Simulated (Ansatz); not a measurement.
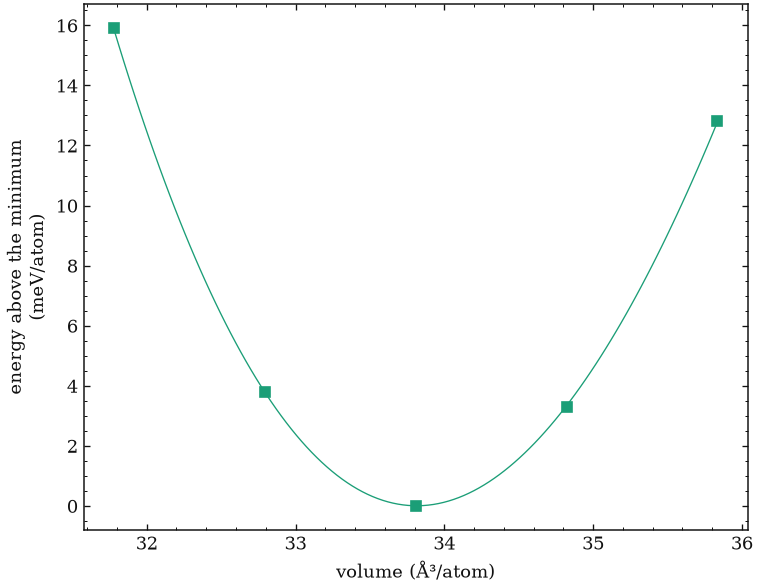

The figure shows the energy above the minimum against volume.

Method: third-order Birch-Murnaghan fit to density functional energies at scaled volumes of the given relaxed cell, shape and atoms relaxed at each volume; energies count from the fitted minimum; plane waves with PAW datasets, Γ-centred k mesh (Ansatz 0.2.0). Level: r2SCAN, no spin polarisation.

**For which of these solids was it computed?**
A. MgTe, P6_3mc (No. 186)
B. Al, Fm-3m (No. 225)
C. Ca, I4/mmm (No. 139)

A, MgTe: energy above the minimum from 0.0 meV/atom to 15.9 meV/atom, V0 33.81 Å³/atom, B0 37.4 GPa. The others give: Al, energy above the minimum from 0.0 meV/atom to 18.2 meV/atom, V0 15.9 Å³/atom, B0 91.9 GPa; Ca, energy above the minimum from 0.0 meV/atom to 9.4 meV/atom, V0 43.33 Å³/atom, B0 17.7 GPa.
